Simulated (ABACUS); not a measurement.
# Energy of SiC along an even scaling of the cell

System: SiC (P6₃mc, 4 atoms in the cell).
Method: Kohn-Sham DFT of a periodic cell, PBE, PseudoDojo NC SR 0.4.1 PBE standard, no spin polarisation (ABACUS 3.10.1).

The 7 runs differ only in the geometry, by an even scaling of the cell at fixed fractional positions. The structure derives from an entry of the Crystallography Open Database.

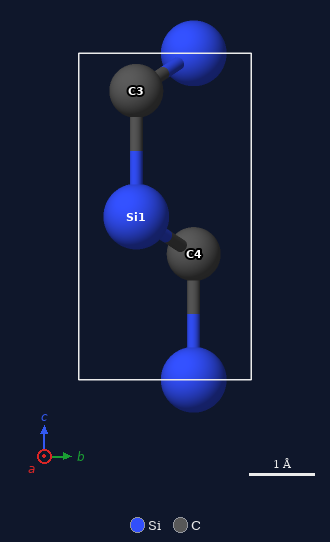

Figure 1. The structure of run 4 (ball-and-stick view of the cell of the calculation, along the a axis; atoms are numbered from 1 in the order of the input).

### The input of run 4
```
INPUT_PARAMETERS
suffix              SiC
calculation         scf
basis_type          pw
pseudo_dir          ./
symmetry            1
dft_functional      pbe
ecutwfc             82
pseudo_rcut         10
nspin               1
nbands              12
ks_solver           dav
smearing_method     fd
smearing_sigma      0.00367493
scf_thr             1e-08
scf_nmax            100
mixing_type         broyden
mixing_beta         0.7
cal_force           1
cal_stress          1
kpar                4
```

### File STRU of run 4
```
ATOMIC_SPECIES
Si 28.0850 Si.upf
C 12.0110 C.upf

LATTICE_CONSTANT
1.8897261246

LATTICE_VECTORS
3.0760000000 0.0000000000 0.0000000000
-1.5380000000 2.6638941420 0.0000000000
0.0000000000 0.0000000000 5.0480000000

ATOMIC_POSITIONS
Direct

Si
0.0
2
0.6666666667 0.3333333333 0.5000000000 1 1 1
0.3333333333 0.6666666667 0.0000000000 1 1 1

C
0.0
2
0.6666666667 0.3333333333 0.8850000000 1 1 1
0.3333333333 0.6666666667 0.3850000000 1 1 1
```

### File KPT of run 4
```
K_POINTS
0
Gamma
10 10 5 0 0 0
```

Command:
```bash
OMP_NUM_THREADS=1 mpirun -np 4 abacus > log
```

Run 3 differs from it as follows:
```diff
-3.0760000000 0.0000000000 0.0000000000
--1.5380000000 2.6638941420 0.0000000000
-0.0000000000 0.0000000000 5.0480000000
+3.0553550827 0.0000000000 0.0000000000
+-1.5276775413 2.6460151191 0.0000000000
+0.0000000000 0.0000000000 5.0141197845
```

### Results, with one run withheld

```tsv
run	volume per atom (Å³)	free energy per atom, from the lowest run given (meV)	pressure (GPa)	gap on the mesh (eV)
1	9.721	45.47	19.42	2.39
2	9.927	24.09	13.65	2.42
3	10.134	?	?	?
4	10.341	1.98	3.66	2.49
5	10.548	0.00	−0.66	2.52
6	10.755	3.33	−4.57	2.53
7	10.961	11.49	−8.13	2.49
```

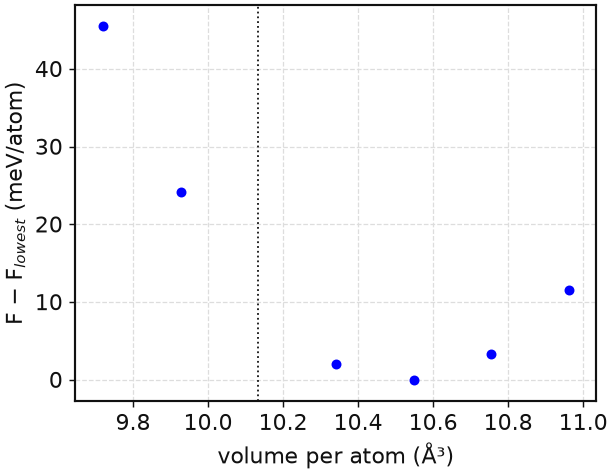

Figure 2. Free energy per atom of the runs given; the dotted line marks run 3.

Estimate the energy of run 3 from the others.

A cubic polynomial in V^(−2/3) (the Birch–Murnaghan form), fitted to the 6 runs given, misses them by at most 0.02 meV per atom. With x = V^(−2/3) − 0.21042 Å⁻², it reads F = 1.5391 + 1519.3 x + 3.6085e+05 x² + 4258.6 x³ (meV per atom). At run 3 it gives 9.79 meV per atom, and the run itself gives 9.81. The slope of the fit gives a pressure −dF/dV of 8.49 GPa there, and the run prints 8.41 GPa. The two needn't agree exactly: the fit is approximate, and the printed stress is taken on a finite basis. The fit has its minimum at 10.518 Å³ per atom, where V d²F/dV² gives 212 GPa. Cell shape and fractional positions are held, so this is the stiffness under even scaling; the relaxed bulk modulus wasn't computed. The gap on the mesh lies between 2.39 eV (run 1) and 2.53 eV (run 6); run 3 has 2.46 eV. These are gaps of this functional on this mesh, which can miss the band edges; they aren't the measured gap.

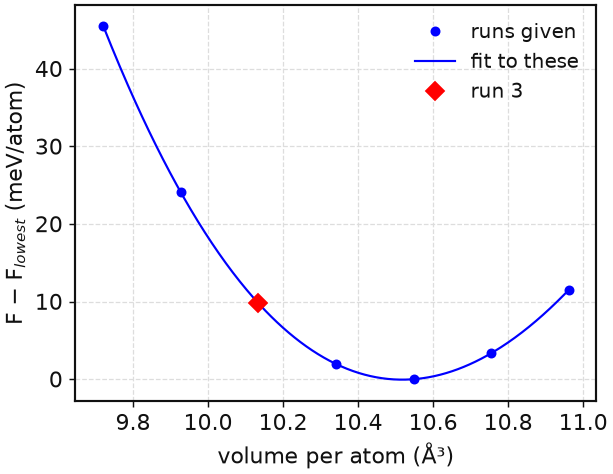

Figure 3. The fit and the withheld run.

### Some lines of the output (run 3)
```
[...]
                          Volume (Bohr^3) = 273.555
                             Volume (A^3) = 40.5367
 E_Fermi        0.7459731641         10.1494855864
 E_Fermi        0.8475167539         11.5310570031
 E_Fermi        0.8211972354         11.1729615829
 E_Fermi        0.8248375164         11.2224901475
 E_Fermi        0.8256176071         11.2331038260
 E_Fermi        0.8258541539         11.2363222103
 E_KS(sigma->0) -41.0742392630       -558.8436949924
 E_Fermi        0.8257879137         11.2354209660
 final etot is -558.84369499 eV
 EFERMI = 11.235420966 eV
 TOTAL-PRESSURE: 84.128765 KBAR
 !FINAL_ETOT_IS -558.8436949923747079 eV
```
